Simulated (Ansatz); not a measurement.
```xyz
14
Lattice="4.1204 0.0000 0.0000 0.0000 5.8271 0.0000 0.0000 0.0000 27.3611" Properties=species:S:1:pos:R:3 pbc="T T T"
In    2.0602    2.9135    7.5000
P     0.0000    4.3703    7.5000
In    0.0000    0.0000    9.5603
P     2.0602    1.4568    9.5603
In    2.0602    2.9135   11.6203
P     0.0000    4.3703   11.6203
In    0.0000    0.0000   13.6806
P     2.0602    1.4568   13.6806
In    2.0602    2.9135   15.7409
P     0.0000    4.3703   15.7409
In    0.0000    0.0000   17.8009
P     2.0602    1.4568   17.8009
In    2.0602    2.9135   19.8612
P     0.0000    4.3703   19.8612
```

Not relaxed (largest force 1.6 eV/Å).

Computed with DFT LDA, scalar-relativistic, plane waves, PAW (Ansatz 0.2.0).

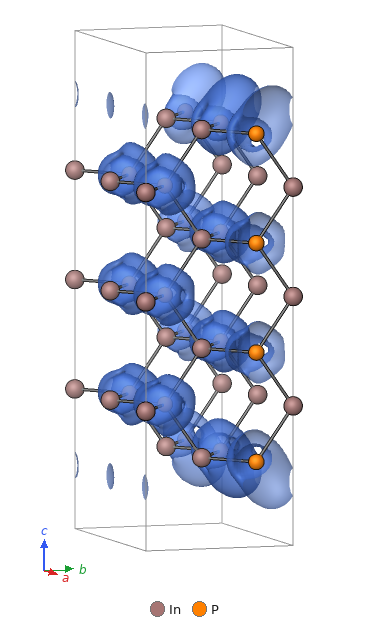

InP (slab). Isosurface of the electron localisation function at 0.75 (blue), seen slightly off an axis. Only the valence region is drawn (cores and ρ < 0.01 e/Å³ removed). Sticks mark near contacts.

In a PAW calculation such maps are meaningful between the atoms, not at the nuclei.

What do the ELF domains correspond to?

Answer. At this value the surface marks out seven regions wrapped around P (the valence shell of each), counted in one cell of 14 atoms. Counts are for one cell; the picture repeats the cell along the surface.

Values along the shortest contacts:
In–P (2.52 Å): the ELF peaks at about 0.90 in the valence shell of P, 0.9 Å from its nucleus, and is about 0.50 at the midpoint.
